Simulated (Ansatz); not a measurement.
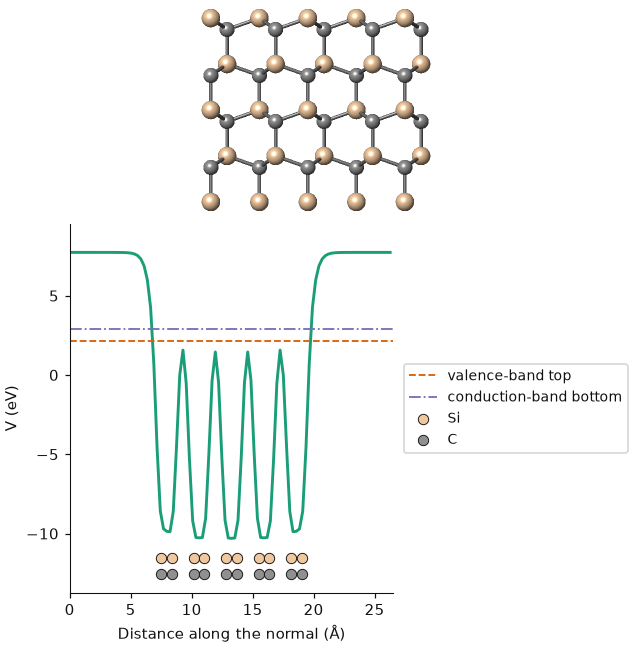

Plane-averaged electrostatic potential energy of an electron across the slab; circles at the bottom mark the heights of the atoms. The structure is drawn too.

Structure: a (100) slab cut from SiC (P6_3mc), unrelaxed, ended by SiC planes, 20 atoms in the cell.

Level of theory: DFT r2SCAN, scalar-relativistic, plane waves, PAW, no spin polarisation, 9×5×1 k mesh, 500 eV cutoff; code Ansatz.

Question: What are the ionisation potential and the electron affinity of the slab?

Answer: From the vacuum level at the right face the ionisation potential is 5.58 eV and the electron affinity 4.81 eV; the left face gives the same. The slab's gap, their difference before rounding, is 0.77 eV. The two vacuum levels agree, so the slab has no net dipole along its normal.

Question: How thick are slab and vacuum?

Answer: The outermost atoms are 11.5 Å apart, which leaves 15.0 Å of vacuum in a cell 26.5 Å high.

The atoms aren't at rest in this cell (largest force 3.2 eV/Å), so the relaxed material can differ.
